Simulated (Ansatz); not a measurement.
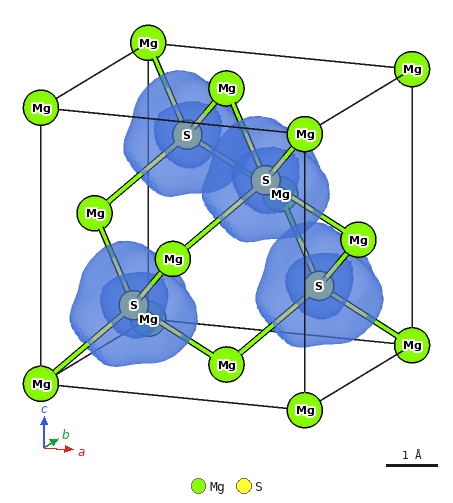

MgS. Isosurface of the ELF at 0.8 (blue), seen slightly off an axis. Only the valence region is drawn (cores and ρ < 0.01 e/Å³ removed). Sticks mark near contacts.

Space group F-43m; a structure from a database of computed crystals, not necessarily the ambient phase; started from the database structure prototype, which need not be the ambient phase.

These are results of Ansatz, DFT, HSE06, plane waves, PAW, not measurements.

Core electrons are frozen (PAW), and the valence fields are smoothed inside the atomic spheres.

Q: Identify the bonds, lone pairs and shells in this picture.

A: The surface consists of four regions wrapped around S (the valence shell of each), counted in one cell of 8 atoms. Any copies at cell faces, edges or corners count once. Profiles from the grid: Mg–S (2.45 Å): the ELF peaks at about 0.90 in the valence shell of S, 0.9 Å from its nucleus, and falls to about 0.05 next to Mg; a closed-shell, largely ionic contact.

Q: Metal or insulator at this level of theory?

A: It is gapped, with a Kohn–Sham gap of 4.5 eV on the k-point mesh, an upper bound to the gap of this method.
